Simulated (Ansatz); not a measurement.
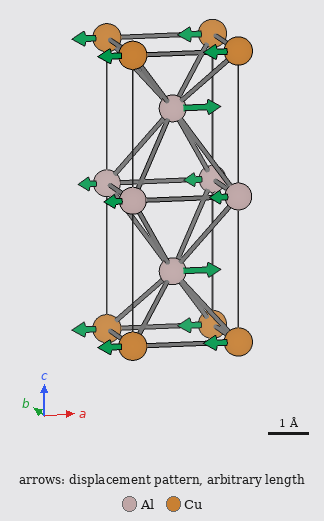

One vibrational mode of solid Al$_{3}$Cu at the zone centre. The green arrows give the relative displacements of the atoms. The picture is a ball-and-stick view of the cell of the calculation, seen slightly off an axis.

The calculation used Ansatz 0.2.0, DFT LDA, scalar-relativistic, plane waves, PAW.

Input file:
```yaml
crystal:
  lattice:
    - [2.7610826089, 0.0, 0.0]
    - [0.0, 2.7610826089, 0.0]
    - [0.0, 0.0, 7.4981149862]
  atoms:
    - { symbol: Al, position: [0.0, 0.0, 0.5] }
    - { symbol: Al, position: [0.5, 0.5, 0.220073476] }
    - { symbol: Al, position: [0.5, 0.5, 0.779926524] }
    - { symbol: Cu, position: [0.0, 0.0, 0.0] }
basis:
  ecutwfc: 420
kpoints:
  mp_grid: { grid: [16, 16, 6] }
hamiltonian:
  xc: lda
scf:
  occupations: { method: fermi_dirac, width: 0.15 }
output:
  eigenvalues: true
phonons:
  method: dfpt
  eigenvectors: true
```

Command:
```bash
ansatz run input.yaml --threads 1 --pin off --max-ram 3072MiB --backend cpu --events-out ev --progress --plain --runs-dir out
```

The frequencies depend somewhat on the k-mesh and the smearing.

Question: Give the symmetry, activity and frequency of this mode.

Answer: This is the E_u mode (doubly degenerate; one member of the set is drawn) at 208 cm⁻¹, optical level 4 of 6, counted from below, infrared-active by symmetry. The Al (2h) sublattice moves against the Cu and Al (1b) sublattices, along a; the kinetic energy is shared as Al 70 %, Cu 30 %. The crystal is a metal, so free carriers screen the infrared response.
